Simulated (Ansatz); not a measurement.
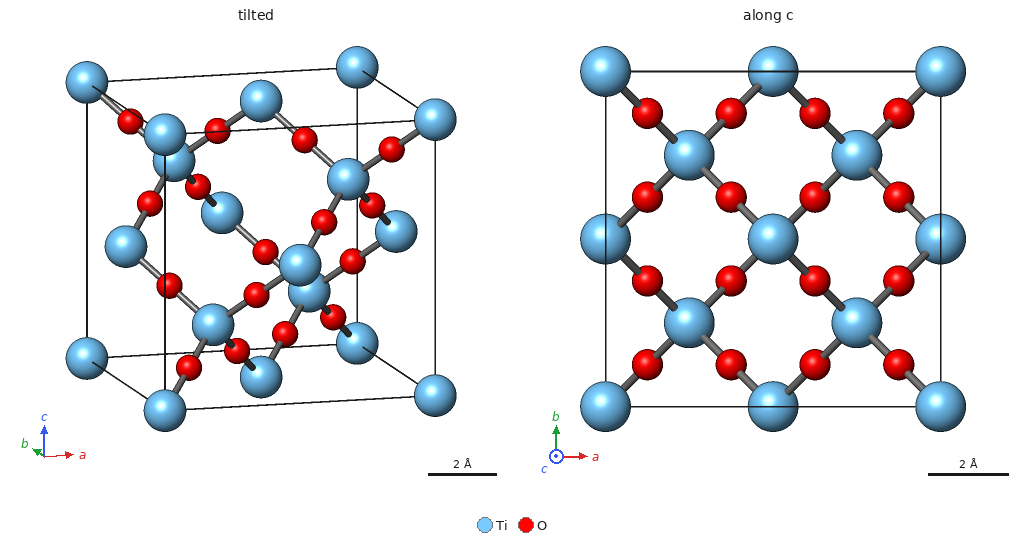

The image is a ball-and-stick drawing of a crystal, viewed slightly off an axis and along the c axis. The conventional unit cell is outlined; an atom on or near a face, edge or corner is repeated at each equivalent position.

TiO2, space group Fd-3m (No. 227), a = 8.394 Å, b = 8.394 Å, c = 8.394 Å, α = 90.00°, β = 90.00°, γ = 90.00°. Provenance: a structure type filled with these elements by a generator (whether the compound takes this form wasn't checked). Earlier steps of the study may have refined or changed the cell and positions. It went into a calculation with Ansatz.

This one geometry was computed with Ansatz (DFT, plane waves, PAW) at five levels of theory: r2SCAN, LDA, PBE+U (U_eff = 4.00 eV on Ti d), HSE06 and PBE.

**Which level gives the highest pressure at this volume, and what does that say about its equilibrium volume?**

Highest: PBE+U (U_eff = 4.00 eV on Ti d) (1.4 GPa), which points to the largest equilibrium volume. Lowest, with the smallest volume: LDA (-4.1 GPa). Levels within 0.5 GPa of each other can't be told apart.

**How does the band gap change with the level of theory?**

LDA: a gap of 3.18 eV, direct; PBE: a gap of 3.27 eV, direct; r2SCAN: a gap of 3.70 eV, direct; PBE+U (U_eff = 4.00 eV on Ti d): a gap of 3.71 eV, direct; HSE06: a gap of 4.85 eV, direct.

**Collect the results in a table.**

| level | cutoff (eV) | k-mesh of the run's cell | gap (eV) | pressure (GPa) |
| --- | --- | --- | --- | --- |
| r2SCAN | 500 | 6×6×6 | 3.70 | -1.7 |
| LDA | 420 | 6×6×6 | 3.18 | -4.1 |
| PBE+U (U_eff = 4.00 eV on Ti d) | 420 | 6×6×6 | 3.71 | 1.4 |
| HSE06 | 420 | 4×4×4 | 4.85 | -2.9 |
| PBE | 420 | 6×6×6 | 3.27 | 0.0 |

Gaps are taken on the k-mesh or band path of each run.
